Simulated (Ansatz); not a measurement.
Geometry relaxation, with input and output: MoS₂ (part 1 of 2)

MoS₂ (P-6m2, 3 atoms in the cell), computed with DFT PBE+D3(BJ), scalar-relativistic, plane waves, PAW, no spin polarisation (Ansatz 0.2.0).

The structure derives from a Materials Project entry.

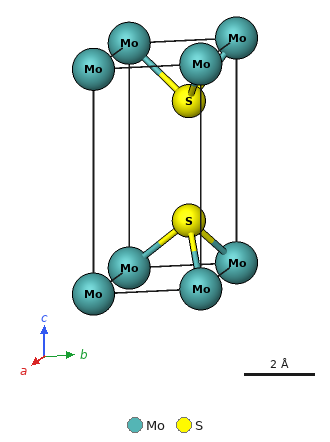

Fig. 1: The starting structure (ball-and-stick view of the cell of the calculation, seen slightly off an axis). An atom can appear more than once, as a periodic image. Near neighbours in the periodic cell (some may lie outside the picture): Mo has 6 S at 2.40 Å; S has 3 Mo at 2.40 Å.

The input:
```yaml
crystal:
  lattice:
    - [3.1487608385, 0.0, 0.0]
    - [-1.5743804192, 2.7269068766, 0.0]
    - [0.0, 0.0, 6.6941012984]
  atoms:
    - { symbol: Mo, position: [0.0, 0.0, 0.0] }
    - { symbol: S, position: [0.3333333333, 0.6666666667, 0.2341598121] }
    - { symbol: S, position: [0.3333333333, 0.6666666667, 0.7658401879] }
basis:
  ecutwfc: 420
kpoints:
  mp_grid: { grid: [12, 12, 4] }
hamiltonian:
  xc: pbe
  dispersion: d3bj
scf:
  occupations: { method: gaussian, width: 0.02 }
output:
  forces: true
  stress: true
  eigenvalues: true
  write_density: true
  write_potential: true
  elf: true
  volumetric_format: npy
relax:
  adjacent_minimum: "off"
  f_tol: 0.005
  max_steps: 80
  cell: { stress_tol: 0.05 }
```

Hardware: 4 threads of Intel Xeon (Sapphire Rapids), 32 GiB of memory available, shared host.

Launch command:
```bash
ansatz run input.yaml --threads 4 --pin off --max-ram 10240MiB --backend cpu --events-out ev --progress --plain --runs-dir out
```

Output:
```
Engine: ansatz 0.2.0, x86_64-unknown-linux-gnu
Pseudopotentials: kind: paw
Pseudopotential: Mo, paw, valence charge 14, recommended cutoff 420 eV (normal), Mo.paw.azcp
Pseudopotential: S, paw, valence charge 6, recommended cutoff 420 eV (normal), S.paw.azcp
Functional definition: PBE
  parameter kappa = 0.804
  parameter beta = 0.06672455060314922
  exchange = pbe_x(kappa = kappa, mu = beta*pi^2/3)
  correlation = pbe_c(beta = beta)
Crystal: 3 atoms, lattice volume = 57.478 Å³
Basis set: ecut = 420 eV, 1127 PW (Γ), exchange–correlation on 48×48×90 points (8 copies of the dense FFT grid, shifted against one another)
Bands: 17, of which v1, the nominal top of the filled ones, is band 13 counted from 1 (12 counted from 0)
Symmetry: 12 space group operations
Space group: P-6m2 (ITA 187), of the structure as read, at distance tolerance 3.9e-5 Å
k-points: 57 of 576 (time reversal used)
Non-local potential: Mo, projectors of the file, l = 0: 3, l = 1: 2, l = 2: 2, l = 3: 1
Non-local potential: S, projectors of the file, l = 0: 2, l = 1: 2, l = 2: 2
PAW form: soft (Blöchl's): semilocal exchange-correlation on the pseudo side does not see the compensation charge
PAW one-centre angular grid: Mo, 590 points (default); XC on 64 Gauss nodes
PAW one-centre angular grid: S, 110 points (default); XC on 64 Gauss nodes
Initial density: superposition of atomic densities (neutral atoms: chi_scale 0, normalization atom), corrected by the library's trained network
Initial wavefunctions: pseudopotential atomic-orbital guess
Functional: x = pbe(κ = 0.804, μ = 0.2195149727645171), c = pbe(β = 0.06672455060314922)
SCF iter   1: F=—  HF=-6763.946070 eV  |F-HF|=—  |Δ(HF+E_count)|=         —  Δρ=5.38e-3  dr2=7.53e-3  ethr=1.77e-3  ⟨swp⟩=6.1  Hψ=5416  notcnv=0
preconditioner: auto → none  [insulator: Δε(μ)=1.244 eV  Ē_g=8.147 eV  σ=0.020 eV  W_gap=1.00  n_scr=10 (ndim 8)  ℏωp=20.8 eV  f_vac=0.094  D(μ)=0.00/eV (n_scr^D=0)  ε∞_Penn≈7.5]
SCF iter   2: F=—  HF=-6763.953119 eV  |F-HF|=—  |Δ(HF+E_count)|=   7.05e-3  Δρ=4.22e-3  dr2=2.01e-2  ethr=2.90e-5  ⟨swp⟩=3.0  Hψ=2261  notcnv=0
SCF iter   3: F=—  HF=-6763.952190 eV  |F-HF|=—  |Δ(HF+E_count)|=   9.29e-4  Δρ=2.74e-3  dr2=6.12e-3  ethr=2.90e-5  ⟨swp⟩=2.9  Hψ=1696  notcnv=0
SCF iter   4: F=—  HF=-6763.952813 eV  |F-HF|=—  |Δ(HF+E_count)|=   6.22e-4  Δρ=9.75e-4  dr2=6.24e-4  ethr=2.36e-5  ⟨swp⟩=2.0  Hψ=1160  notcnv=0
SCF iter   5: F=—  HF=-6763.953000 eV  |F-HF|=—  |Δ(HF+E_count)|=   1.88e-4  Δρ=1.94e-4  dr2=1.51e-5  ethr=2.40e-6  ⟨swp⟩=2.1  Hψ=1227  notcnv=0
SCF iter   6: F=—  HF=-6763.953007 eV  |F-HF|=—  |Δ(HF+E_count)|=   6.92e-6  Δρ=2.90e-5  dr2=4.04e-7  ethr=5.83e-8  ⟨swp⟩=2.1  Hψ=1441  notcnv=0
SCF iter   7: F=-6763.953008 eV  HF=-6763.953008 eV  |F-HF|=2.43e-8  |Δ(HF+E_count)|=   4.99e-7  Δρ=4.40e-6  dr2=4.02e-9  ethr=3.85e-10  ⟨swp⟩=11.6  Hψ=7671  notcnv=0
SCF 1 converged in 7 iterations: F = -6763.953008 eV  dr2 = 4.02e-9
  greatest PAW one-centre occupation: 0.998 electrons in one spin orbital (limit 2), on the Mo atom at site 0 (counted from 0), in its partial waves of l = 0
relax step   1: F+E_penalty+E_count = -6763.95300792 eV  Δ(F+E_penalty+E_count) = +0.000e0 eV  max|allowed force component| = 6.833e-3 eV/Å  Δτ_max = 0.0000 Å  P = -0.061 GPa  Ω = 57.478 Å³  (7 SCF iters, dr2 threshold 1.00e-7 eV, accepted)
Crystal: 3 atoms, lattice volume = 57.061 Å³
Basis set: ecut = 420 eV, 1115 PW (Γ), exchange–correlation on 48×48×90 points (8 copies of the dense FFT grid, shifted against one another)
Initial density: handed on by an earlier stage of this run
Initial wavefunctions: those handed on with the density
iter 1 solved again at ethr=2.90e-6 eV; its pass at ethr=3.10e-3 eV (dr2=7.54e-4 eV) is discarded
SCF iter   1: F=—  HF=-6763.953565 eV  |F-HF|=—  |Δ(HF+E_count)|=         —  Δρ=1.06e-3  dr2=6.10e-4  ethr=2.90e-6  ⟨swp⟩=3.0  Hψ=6362  notcnv=0
preconditioner: auto → none  [insulator: Δε(μ)=1.200 eV  Ē_g=8.161 eV  σ=0.020 eV  W_gap=1.00  n_scr=10 (ndim 8)  ℏωp=20.9 eV  f_vac=0.087  D(μ)=0.00/eV (n_scr^D=0)  ε∞_Penn≈7.5]
SCF iter   2: F=—  HF=-6763.953539 eV  |F-HF|=—  |Δ(HF+E_count)|=   2.54e-5  Δρ=7.42e-4  dr2=6.51e-4  ethr=2.35e-6  ⟨swp⟩=2.0  Hψ=1472  notcnv=0
SCF iter   3: F=—  HF=-6763.953522 eV  |F-HF|=—  |Δ(HF+E_count)|=   1.75e-5  Δρ=6.04e-4  dr2=5.30e-4  ethr=2.35e-6  ⟨swp⟩=2.1  Hψ=1329  notcnv=0
SCF iter   4: F=—  HF=-6763.953463 eV  |F-HF|=—  |Δ(HF+E_count)|=   5.93e-5  Δρ=2.56e-4  dr2=5.76e-5  ethr=2.04e-6  ⟨swp⟩=1.0  Hψ=969  notcnv=0
SCF iter   5: F=—  HF=-6763.953449 eV  |F-HF|=—  |Δ(HF+E_count)|=   1.33e-5  Δρ=5.59e-5  dr2=2.12e-6  ethr=2.21e-7  ⟨swp⟩=1.4  Hψ=991  notcnv=0
SCF iter   6: F=-6763.953450 eV  HF=-6763.953450 eV  |F-HF|=1.90e-9  |Δ(HF+E_count)|=   2.90e-7  Δρ=6.59e-6  dr2=1.77e-8  ethr=6.60e-10  ⟨swp⟩=8.2  Hψ=7022  notcnv=0
SCF 2 converged in 6 iterations: F = -6763.953450 eV  dr2 = 1.77e-8
relax step   2: F+E_penalty+E_count = -6763.95344964 eV  Δ(F+E_penalty+E_count) = -4.417e-4 eV  max|allowed force component| = 1.605e-2 eV/Å  Δτ_max = 0.0120 Å  P = -0.043 GPa  Ω = 57.061 Å³  energy of the carried Pulay correction = +4.459e-5 eV  (6 SCF iters, dr2 threshold 1.72e-7 eV, accepted)
Crystal: 3 atoms, lattice volume = 57.139 Å³
iter 1 solved again at ethr=1.04e-7 eV; its pass at ethr=3.10e-3 eV (dr2=2.70e-5 eV) is discarded
SCF iter   1: F=—  HF=-6763.953460 eV  |F-HF|=—  |Δ(HF+E_count)|=         —  Δρ=1.67e-4  dr2=2.50e-5  ethr=1.04e-7  ⟨swp⟩=2.0  Hψ=5761  notcnv=0
preconditioner: auto → none  [insulator: Δε(μ)=1.205 eV  Ē_g=8.157 eV  σ=0.020 eV  W_gap=1.00  n_scr=10 (ndim 8)  ℏωp=20.8 eV  f_vac=0.089  D(μ)=0.00/eV (n_scr^D=0)  ε∞_Penn≈7.5]
SCF iter   2: F=—  HF=-6763.953444 eV  |F-HF|=—  |Δ(HF+E_count)|=   1.57e-5  Δρ=1.38e-4  dr2=3.29e-5  ethr=9.60e-8  ⟨swp⟩=2.0  Hψ=1368  notcnv=0
SCF iter   3: F=—  HF=-6763.953443 eV  |F-HF|=—  |Δ(HF+E_count)|=   6.46e-7  Δρ=1.30e-4  dr2=2.74e-5  ethr=9.60e-8  ⟨swp⟩=2.0  Hψ=1353  notcnv=0
SCF iter   4: F=—  HF=-6763.953440 eV  |F-HF|=—  |Δ(HF+E_count)|=   3.33e-6  Δρ=4.95e-5  dr2=3.67e-6  ethr=9.60e-8  ⟨swp⟩=1.0  Hψ=969  notcnv=0
SCF iter   5: F=—  HF=-6763.953440 eV  |F-HF|=—  |Δ(HF+E_count)|=   4.49e-7  Δρ=1.20e-5  dr2=1.84e-7  ethr=1.41e-8  ⟨swp⟩=1.6  Hψ=1026  notcnv=0
SCF iter   6: F=-6763.953440 eV  HF=-6763.953440 eV  |F-HF|=8.99e-10  |Δ(HF+E_count)|=   1.13e-8  Δρ=1.76e-6  dr2=1.75e-9  ethr=1.02e-10  ⟨swp⟩=7.4  Hψ=6360  notcnv=0
SCF 3 converged in 6 iterations: F = -6763.953440 eV  dr2 = 1.75e-9
relax step   3: F+E_penalty+E_count = -6763.95343952 eV  Δ(F+E_penalty+E_count) = +1.012e-5 eV  max|allowed force component| = 9.281e-3 eV/Å  Δτ_max = 0.0023 Å  P = -0.023 GPa  Ω = 57.139 Å³  energy of the carried Pulay correction = +3.627e-5 eV  (6 SCF iters, dr2 threshold 2.66e-8 eV, rejected (line search))
Crystal: 3 atoms, lattice volume = 57.084 Å³
iter 1 solved again at ethr=5.28e-8 eV; its pass at ethr=3.10e-3 eV (dr2=1.37e-5 eV) is discarded
SCF iter   1: F=—  HF=-6763.953477 eV  |F-HF|=—  |Δ(HF+E_count)|=         —  Δρ=9.77e-5  dr2=1.28e-5  ethr=5.28e-8  ⟨swp⟩=2.0  Hψ=5764  notcnv=0
preconditioner: auto → none  [insulator: Δε(μ)=1.204 eV  Ē_g=8.159 eV  σ=0.020 eV  W_gap=1.00  n_scr=10 (ndim 8)  ℏωp=20.9 eV  f_vac=0.089  D(μ)=0.00/eV (n_scr^D=0)  ε∞_Penn≈7.5]
SCF iter   2: F=—  HF=-6763.953467 eV  |F-HF|=—  |Δ(HF+E_count)|=   9.39e-6  Δρ=1.27e-4  dr2=3.10e-5  ethr=4.93e-8  ⟨swp⟩=2.0  Hψ=1368  notcnv=0
SCF iter   3: F=—  HF=-6763.953464 eV  |F-HF|=—  |Δ(HF+E_count)|=   3.82e-6  Δρ=7.20e-5  dr2=7.58e-6  ethr=4.93e-8  ⟨swp⟩=2.0  Hψ=1361  notcnv=0
SCF iter   4: F=—  HF=-6763.953462 eV  |F-HF|=—  |Δ(HF+E_count)|=   1.85e-6  Δρ=2.23e-5  dr2=4.53e-7  ethr=2.91e-8  ⟨swp⟩=1.1  Hψ=972  notcnv=0
SCF iter   5: F=—  HF=-6763.953463 eV  |F-HF|=—  |Δ(HF+E_count)|=   1.26e-6  Δρ=3.82e-6  dr2=8.61e-9  ethr=1.74e-9  ⟨swp⟩=2.1  Hψ=1130  notcnv=0
SCF iter   6: F=—  HF=-6763.953463 eV  |F-HF|=—  |Δ(HF+E_count)|=   1.00e-9  Δρ=6.85e-7  dr2=1.12e-10  ethr=3.31e-11  ⟨swp⟩=2.4  Hψ=1567  notcnv=0
SCF iter   7: F=-6763.953463 eV  HF=-6763.953463 eV  |F-HF|=3.64e-12  |Δ(HF+E_count)|=  6.09e-11  Δρ=1.61e-7  dr2=9.65e-12  ethr=1.00e-12  ⟨swp⟩=6.5  Hψ=4671  notcnv=0
SCF 4 converged in 7 iterations: F = -6763.953463 eV  dr2 = 9.65e-12
relax step   4: F+E_penalty+E_count = -6763.95346302 eV  Δ(F+E_penalty+E_count) = -1.337e-5 eV  max|allowed force component| = 1.429e-3 eV/Å  Δτ_max = 0.0011 Å  P = +0.002 GPa  Ω = 57.084 Å³  energy of the carried Pulay correction = +4.219e-5 eV  (7 SCF iters, accepted)
Initial wavefunctions: pseudopotential atomic-orbital guess (no wavefunctions were taken with the density)
iter 1 solved again at ethr=3.38e-7 eV; its pass at ethr=3.10e-3 eV (dr2=8.80e-5 eV) is discarded
SCF iter   1: F=—  HF=-6763.953431 eV  |F-HF|=—  |Δ(HF+E_count)|=         —  Δρ=1.20e-5  dr2=1.22e-8  ethr=3.38e-7  ⟨swp⟩=3.6  Hψ=8485  notcnv=0
eigensolver tolerance schedule: the retry pair's looser diagonalisation over-reported the residual by 7219.25 of it (diagonalisation noise at 3.72 of the residual, at the tolerance the schedule requests for it); recorded, not acted on — ethr = c·dr2/N_el stays at c = 1.0e-1
preconditioner: auto → none  [insulator: Δε(μ)=1.205 eV  Ē_g=8.159 eV  σ=0.020 eV  W_gap=1.00  n_scr=10 (ndim 8)  ℏωp=20.9 eV  f_vac=0.089  D(μ)=0.00/eV (n_scr^D=0)  ε∞_Penn≈7.5]
SCF iter   2: F=—  HF=-6763.953419 eV  |F-HF|=—  |Δ(HF+E_count)|=   1.15e-5  Δρ=5.99e-6  dr2=7.34e-9  ethr=4.69e-11  ⟨swp⟩=3.1  Hψ=2281  notcnv=0
SCF iter   3: F=—  HF=-6763.953419 eV  |F-HF|=—  |Δ(HF+E_count)|=   6.66e-9  Δρ=5.05e-6  dr2=3.57e-8  ethr=2.82e-11  ⟨swp⟩=2.9  Hψ=1954  notcnv=0  recentre
SCF iter   4: F=—  HF=-6763.953419 eV  |F-HF|=—  |Δ(HF+E_count)|=   4.34e-9  Δρ=9.99e-7  dr2=1.10e-10  ethr=2.82e-11  ⟨swp⟩=2.0  Hψ=1351  notcnv=0
SCF iter   5: F=-6763.953419 eV  HF=-6763.953419 eV  |F-HF|=2.46e-11  |Δ(HF+E_count)|=  1.74e-10  Δρ=2.68e-7  dr2=1.20e-11  ethr=1.00e-12  ⟨swp⟩=7.2  Hψ=4965  notcnv=0
SCF 5 converged in 5 iterations: F = -6763.953419 eV  dr2 = 1.20e-11
relax step   5: F+E_penalty+E_count = -6763.95341923 eV  Δ(F+E_penalty+E_count) = +4.379e-5 eV  max|allowed force component| = 1.416e-3 eV/Å  Δτ_max = 0.0000 Å  P = +0.003 GPa  Ω = 57.084 Å³  stress off target by 4.37e-3 GPa  SCF on the basis re-selected at this cell (its energy is not comparable with the rows above)  (5 SCF iters)
```

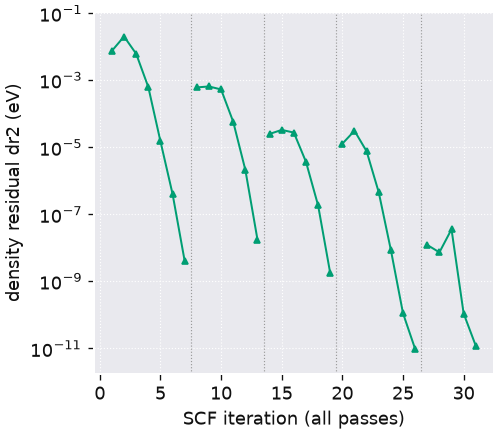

Fig. 2: Convergence of the self-consistent field: density residual dr2 against the SCF iteration. The dotted lines part the SCF passes of the relaxation: geometry steps, rejected trials and re-solves on a re-selected basis. The 5 passes take 5 to 7 iterations each, 31 in all.

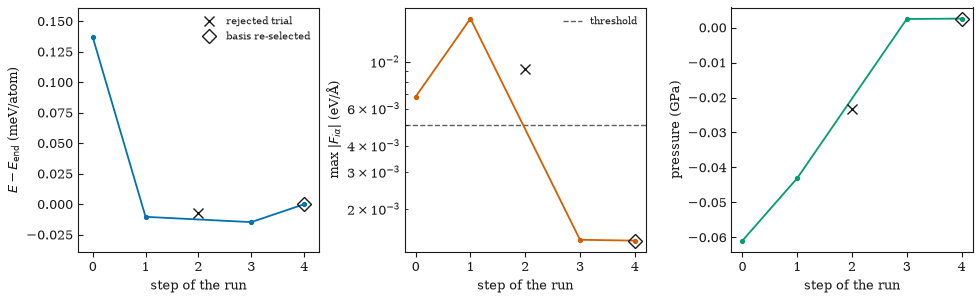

Fig. 3: Progress of the relaxation, step by step (the first geometry is step 0 here and step 1 in the log).
